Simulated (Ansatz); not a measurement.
**Band-structure calculation of TiO$_{2}$ (part 2 of 2)**

The same run, continued: TiO$_{2}$ (3 atoms in the cell); DFT, HSE06, plane waves, PAW, no spin polarisation (Ansatz 0.2.0); cutoff 420 eV, 6×6×6 k-mesh, fixed occupations. The structure was built on a prototype by a generator. The geometry comes from this level: r2SCAN (a point of a series of strains). It belongs to a series of runs on one base structure; here: shear_111 strain +4.0%.

Geometry of the input (Å; fractional positions):
```
0.0646  2.4614  2.4614
2.4614  0.0646  2.4614
2.4614  2.4614  0.0646
Ti 0.0000  0.0000  0.0000
O  0.2491  0.2491  0.2491
O  0.7509  0.7509  0.7509
```

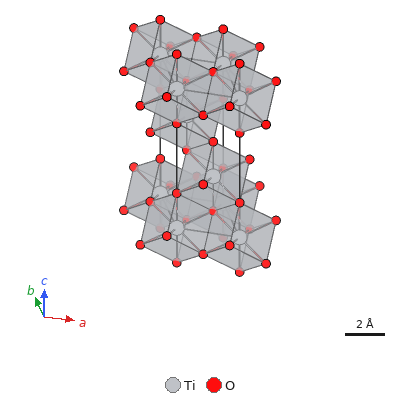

The input geometry (polyhedral view of the cell 3 times as large as that of the calculation, set on its symmetry axes, seen at an oblique angle; polyhedra are completed across the faces of the cell).

**Output, continued**
```
SCF iter   1: F=—  HF=-3637.135161 eV  |F-HF|=—  |Δ(HF+E_count)|=         —  Δρ=4.34e-2  dr2=7.55e-1  ethr=8.94e-8  ⟨swp⟩=7.7  Hψ=3078  notcnv=0
preconditioner: auto → none  [insulator: Δε(μ)=3.510 eV  Ē_g=12.632 eV  n_scr=14 (ndim 8)  ℏωp=27.7 eV  f_vac=0.028]
SCF iter   2: F=—  HF=-3637.111835 eV  |F-HF|=—  |Δ(HF+E_count)|=   2.33e-2  Δρ=5.40e-2  dr2=8.47e-1  ethr=8.94e-8  ⟨swp⟩=7.0  Hψ=3094  notcnv=0
SCF iter   3: F=—  HF=-3636.950108 eV  |F-HF|=—  |Δ(HF+E_count)|=   1.62e-1  Δρ=5.99e-3  dr2=1.14e-2  ethr=8.94e-8  ⟨swp⟩=6.9  Hψ=2798  notcnv=0
SCF iter   4: F=—  HF=-3636.971093 eV  |F-HF|=—  |Δ(HF+E_count)|=   2.10e-2  Δρ=3.01e-3  dr2=3.72e-3  ethr=8.94e-8  ⟨swp⟩=5.0  Hψ=2304  notcnv=0
SCF iter   5: F=—  HF=-3636.970259 eV  |F-HF|=—  |Δ(HF+E_count)|=   8.34e-4  Δρ=9.18e-4  dr2=1.21e-4  ethr=8.94e-8  ⟨swp⟩=5.0  Hψ=2037  notcnv=0
SCF iter   6: F=—  HF=-3636.970567 eV  |F-HF|=—  |Δ(HF+E_count)|=   3.08e-4  Δρ=2.63e-4  dr2=1.74e-5  ethr=8.94e-8  ⟨swp⟩=3.8  Hψ=1697  notcnv=0
SCF iter   7: F=-3636.970557 eV  HF=-3636.970564 eV  |F-HF|=6.41e-6  |Δ(HF+E_count)|=   3.55e-6  Δρ=8.97e-5  dr2=3.52e-6  ethr=6.96e-8  ⟨swp⟩=2.0  Hψ=1152  notcnv=0
SCF 2 stopped early in 7 iterations: F = -3636.970557 eV  dr2 = 3.52e-6
  Residual-converged pass: ⟨swp⟩=3.7  Hψ=1424  notcnv=0  max |occ|·‖R‖ = 6.6e-6 eV (tolerance 6.7e-6 eV)  dr2=3.51e-6  dr2_onsite=2.16e-7  max |Δocc| = 0.0e0
hybrid outer 1: dexx = +2.712e-2 eV, tail = 7.76e-5 eV
Exchange kernel: α = 0.2500, screened, ω = 0.2079 Å⁻¹, Wigner–Seitz truncation, v(0) = 1044.8216 eV·Å³, q-mesh 6×6×6, nearest image of the exchange supercell L = 20.34 Å, pair-density grid 15×15×15, without the augmentation charges, whose exchange is taken in its separable form by FFT convolution over the k-point mesh (sized by the pseudopotential files, 20×20×20 at the most), smooth part of the exact exchange by density-matrix convolution
Frozen-core exchange: fock
SCF iter   1: F=—  HF=-3636.969894 eV  |F-HF|=—  |Δ(HF+E_count)|=         —  Δρ=2.41e-4  dr2=1.55e-5  ethr=1.62e-6  ⟨swp⟩=3.0  Hψ=1267  notcnv=0
preconditioner: auto → none  [insulator: Δε(μ)=2.584 eV  Ē_g=11.814 eV  n_scr=14 (ndim 8)  ℏωp=27.7 eV  f_vac=0.031]
SCF iter   2: F=—  HF=-3636.969891 eV  |F-HF|=—  |Δ(HF+E_count)|=   2.88e-6  Δρ=3.54e-5  dr2=5.21e-7  ethr=6.18e-8  ⟨swp⟩=3.0  Hψ=1310  notcnv=0
SCF iter   3: F=—  HF=-3636.969894 eV  |F-HF|=—  |Δ(HF+E_count)|=   2.72e-6  Δρ=1.69e-5  dr2=5.47e-8  ethr=9.51e-10  ⟨swp⟩=3.9  Hψ=1724  notcnv=0
SCF iter   4: F=—  HF=-3636.969894 eV  |F-HF|=—  |Δ(HF+E_count)|=   1.56e-8  Δρ=3.89e-6  dr2=1.93e-8  ethr=1.88e-10  ⟨swp⟩=3.9  Hψ=1429  notcnv=0
SCF iter   5: F=—  HF=-3636.969894 eV  |F-HF|=—  |Δ(HF+E_count)|=   1.46e-7  Δρ=9.29e-6  dr2=2.45e-8  ethr=1.01e-11  ⟨swp⟩=4.7  Hψ=1801  notcnv=0
SCF iter   6: F=—  HF=-3636.969894 eV  |F-HF|=—  |Δ(HF+E_count)|=   5.40e-9  Δρ=2.27e-6  dr2=1.90e-9  ethr=1.01e-11  ⟨swp⟩=4.0  Hψ=1621  notcnv=0
SCF iter   7: F=—  HF=-3636.969894 eV  |F-HF|=—  |Δ(HF+E_count)|=  3.17e-10  Δρ=2.50e-7  dr2=2.57e-9  ethr=5.91e-12  ⟨swp⟩=3.0  Hψ=1254  notcnv=0
SCF iter   8: F=—  HF=-3636.969894 eV  |F-HF|=—  |Δ(HF+E_count)|=   1.27e-8  Δρ=3.01e-6  dr2=3.09e-9  ethr=1.00e-12  ⟨swp⟩=5.2  Hψ=1669  notcnv=0
SCF iter   9: F=-3636.969894 eV  HF=-3636.969894 eV  |F-HF|=4.09e-12  |Δ(HF+E_count)|=  6.14e-10  Δρ=1.20e-7  dr2=2.47e-10  ethr=1.00e-12  ⟨swp⟩=4.0  Hψ=1729  notcnv=0
SCF 3 converged in 9 iterations: F = -3636.969894 eV  dr2 = 2.47e-10
  Residual-converged pass: ⟨swp⟩=2.0  Hψ=916  notcnv=0  max |occ|·‖R‖ = 5.0e-7 eV (tolerance 5.4e-7 eV)  dr2=2.47e-10  dr2_onsite=3.86e-13  max |Δocc| = 0.0e0
hybrid outer 2: dexx = +3.573e-6 eV, tail = 3.44e-8 eV, Δε = 4.83e-3 eV (about 1.07e-4 eV left of the loop's levels), ΔF = 2.73e-3 eV/Å (tail 8.25e-4)
NSCF: frozen V_eff on 6 k-points
hybrid SCF converged: 2 outer / 16 inner (+4 warm-up), last move |dexx| = 3.57e-6 eV, tail = 3.44e-8 eV
Stability not checked: this state was not tested for a lower state beside it, because the functional holds exact exchange (a hybrid, or Hartree-Fock), whose exchange loop this test does not read (fock_operator; see scf.lower_state_search)
Free energy (F): -3636.969894 eV
Frozen-core exchange: fock
Harris-Foulkes:  -3636.969894 eV  (|F-HF|=4.09e-12)
Internal energy: -3636.969894 eV  (E = F + TS)
E sigma→0 (E₀):  -3636.969894 eV
Fermi energy:    10.762905 eV
--- Per-component energies (eV) ---
  E_band       = -210.147825
  E_kinetic    = 622.771142
  E_local      = -1314.628649  (includes V_loc(G=0)·N_el)
  E_nonlocal   = 92.815763
  E_hartree    = 493.633043
  E_xc         = -198.402636
  E_vxc        = -249.145798  (∫ρ·V_xc dr)
  E_exx        = -78.227065  (= α·E_x^exact, valence–valence)
  E_paw        = -1328.473464  (= ΣΔE_a)
  E_vpaw       = -192.776982  (= ΣTr[D̂ρ^β])
  E_aug_tail   = 0.004878  (compensation charges beyond the density's cutoff)
  E_ewald      = -1926.237647
  E_core_change = -0.225258  (= ΣΔE_core)
  E_smearing   = -0.000000  (= −TS)
  E_closure    = 0.000000  (closes the sum)
  Σ components = -3636.969894   (vs F -3636.969894, Δ=4.55e-13)
--- Forces (eV/Å), atoms counted from 1 ---
  atom   1  Ti     0.00000000    -0.00000000    -0.00000000
  atom   2  O      0.02236405     0.02236405     0.02236405
  atom   3  O     -0.02236405    -0.02236405    -0.02236405
  max |Σ_I F_I| component: 0.00e0 eV/Å
--- Stress (GPa, compression-positive) ---
      -13.643415      -0.700768      -0.700768
       -0.700768     -13.643415      -0.700768
       -0.700768      -0.700768     -13.643415
  P = ⅓ Tr σ = -13.6434 GPa (-136.434 kbar)
--- Band table (eV; the first three rows and the last of 32) ---
  k-point 0: bands = ["-51.5483", "-25.9630", "-25.9603", "-25.9603", "-10.5937", "-6.7438", "4.3375", "4.4348", "4.4348", "9.7579", "9.7579", "9.8940", "13.3425", "13.3425", "17.2804", "17.4542"]
  k-point 1: bands = ["-51.5429", "-26.0244", "-25.9699", "-25.9698", "-10.2637", "-7.1084", "4.6222", "4.6956", "5.1511", "8.9802", "9.1730", "9.2566", "13.7408", "13.7644", "16.5865", "17.0634"]
  k-point 2: bands = ["-51.5323", "-26.1488", "-25.9887", "-25.9841", "-9.5113", "-7.8101", "5.2451", "5.2624", "6.5200", "7.6769", "8.3182", "8.3582", "13.8360", "13.9288", "15.2389", "16.8897"]
  k-point 31: bands = ["-51.5318", "-26.1783", "-25.9858", "-25.9858", "-8.9760", "-8.3613", "5.5563", "5.5563", "7.1935", "7.2908", "8.0538", "8.0538", "13.6062", "13.6062", "14.5149", "17.1517"]
```

**File bands.tsv**
```
# k_distance	band_0	band_1	band_2	band_3	band_4	band_5	band_6	band_7	band_8	band_9	band_10	band_11	band_12	band_13	band_14	band_15
# fermi_ev = 10.762905
# lock_threshold_ev = 1e-6
# [0, 0, 0] at k_distance = 0.000000
# [0.5, 0, 0.5] at k_distance = 1.293986
# [0.625, 0.25, 0.625] at k_distance = 1.745482
# [0.375, 0.375, 0.75] at k_distance = 2.548137
# [0.5, 0.5, 0.5] at k_distance = 3.350792
# [0.5, 0.25, 0.75] at k_distance = 4.277618
# levels_relative_to = fermi_ev
# free_energy_ev = -3636.969894
# largest_residual_norms_ev = 1.211e-4 3.253e-4 3.264e-4 3.269e-4 5.032e-4 3.924e-4 8.724e-4 1.709e-3 1.730e-3 1.985e-3 1.986e-3 2.291e-3 1.085e-3 7.658e-4 1.280e-3 1.198e-3
0.000000	-62.311184	-36.725902	-36.723217	-36.723217	-21.356628	-17.506667	-6.425358	-6.328065	-6.328065	-1.004979	-1.004979	-0.868922	2.579590	2.579590	6.517505	6.691320
1.293986	-62.284245	-36.973799	-36.801100	-36.797333	-19.376836	-19.055048	-7.572061	-5.083865	-4.856919	-2.433341	-2.053300	0.000000	3.252203	3.375083	3.948502	5.227265
1.745482	-62.285468	-36.929621	-36.845942	-36.783730	-19.298271	-19.195562	-7.032371	-5.253356	-4.577924	-3.135600	-1.918130	-0.464734	3.221690	3.484088	4.253803	4.760622
2.548137	-62.285468	-36.929621	-36.845942	-36.783730	-19.298271	-19.195562	-7.032371	-5.253356	-4.577924	-3.135600	-1.918130	-0.464734	3.221690	3.484088	4.253803	4.760622
3.350792	-62.294690	-36.941249	-36.748675	-36.748675	-19.738911	-19.124206	-5.206606	-5.206606	-3.569357	-3.472056	-2.709067	-2.709067	2.843334	2.843334	3.752006	6.388816
4.277618	-62.284291	-36.902621	-36.871685	-36.799949	-19.269537	-19.185236	-6.526544	-6.313003	-3.707173	-3.535658	-2.085147	-0.254582	3.378285	3.664526	4.220726	4.539299
```

**File rho_z.tsv**
```
# z_ang	rho[e/angstrom^3]
# format = ansatz-planar-average/11
# lattice	0.064554547	2.461381787	2.461381787
# lattice	2.461381787	0.064554547	2.461381787
# lattice	2.461381787	2.461381787	0.064554547
# sites	3
# site	22	0.000000000	0.000000000	0.000000000
# site	8	1.242319570	1.242319570	1.242319570
# site	8	3.744998551	3.744998551	3.744998551
0.000000	1.299296e0
0.145063	1.281212e0
0.290127	1.230670e0
0.435190	1.154726e0
0.580253	1.061723e0
0.725316	9.620981e-1
0.870380	8.621690e-1
1.015443	7.589173e-1
1.160506	6.450643e-1
1.305569	5.236022e-1
1.450633	4.157242e-1
1.595696	3.454386e-1
1.740759	3.219901e-1
1.885822	3.454386e-1
2.030886	4.157242e-1
2.175949	5.236022e-1
2.321012	6.450643e-1
2.466075	7.589173e-1
2.611139	8.621690e-1
2.756202	9.620981e-1
2.901265	1.061723e0
3.046328	1.154726e0
3.191392	1.230670e0
3.336455	1.281212e0
```

**File v_z.tsv**
```
# z_ang	v_es[eV]	v_tot[eV]
# format = ansatz-planar-average/11
# xc	hse06
# density_cutoff_ev	1680
# datasets	Ti=:simpson_from_first_knot:soft:fock:shift=0	O=:simpson_from_first_knot:soft:fock:shift=0
# lattice	0.064554547	2.461381787	2.461381787
# lattice	2.461381787	0.064554547	2.461381787
# lattice	2.461381787	2.461381787	0.064554547
# sites	3
# site	22	0.000000000	0.000000000	0.000000000
# site	8	1.242319570	1.242319570	1.242319570
# site	8	3.744998551	3.744998551	3.744998551
0.000000	2.239542e0	-8.791614e0
0.145063	1.800342e0	-9.202395e0
0.290127	1.175669e0	-9.755989e0
0.435190	9.510212e-1	-9.814537e0
0.580253	1.198463e0	-9.271259e0
0.725316	2.034139e0	-8.045879e0
0.870380	3.476295e0	-6.102071e0
1.015443	5.403989e0	-3.705813e0
1.160506	7.544211e0	-1.303561e0
1.305569	9.587295e0	9.785577e-1
1.450633	1.139484e1	3.120671e0
1.595696	1.296269e1	4.910327e0
1.740759	1.371178e1	5.707881e0
1.885822	1.296269e1	4.910327e0
2.030886	1.139484e1	3.120671e0
2.175949	9.587295e0	9.785577e-1
2.321012	7.544211e0	-1.303561e0
2.466075	5.403989e0	-3.705813e0
2.611139	3.476295e0	-6.102071e0
2.756202	2.034139e0	-8.045879e0
2.901265	1.198463e0	-9.271259e0
3.046328	9.510212e-1	-9.814537e0
3.191392	1.175669e0	-9.755989e0
3.336455	1.800342e0	-9.202395e0
```

**Results in brief**

```json
{"quantity": "outcome", "value": "converged"}
{"quantity": "space group (tolerance 0.01 Å)", "value": "R-3m (166)"}
{"quantity": "electrons treated", "value": "24"}
{"quantity": "free energy", "value": "−3636.9699 eV"}
{"quantity": "Fermi energy", "value": "10.763 eV"}
{"quantity": "gap on the k-point mesh", "value": "2.58 eV"}
{"quantity": "pressure", "value": "−13.64 GPa"}
{"quantity": "largest force (length of the vector)", "value": "0.039 eV/Å"}
{"quantity": "hardware", "value": "4 threads of an x86-64 CPU, shared host"}
{"quantity": "wall time", "value": "23 s (CPU time 76 s)"}
{"quantity": "peak memory", "value": "1.1 GiB"}
```

Warnings of the run: the exchange loop's threshold is looser than advised for the stress; the SCF threshold is looser than advised for the printed stress. The cell is under a tension of 13.6 GPa at this level, so it is not at its equilibrium volume.
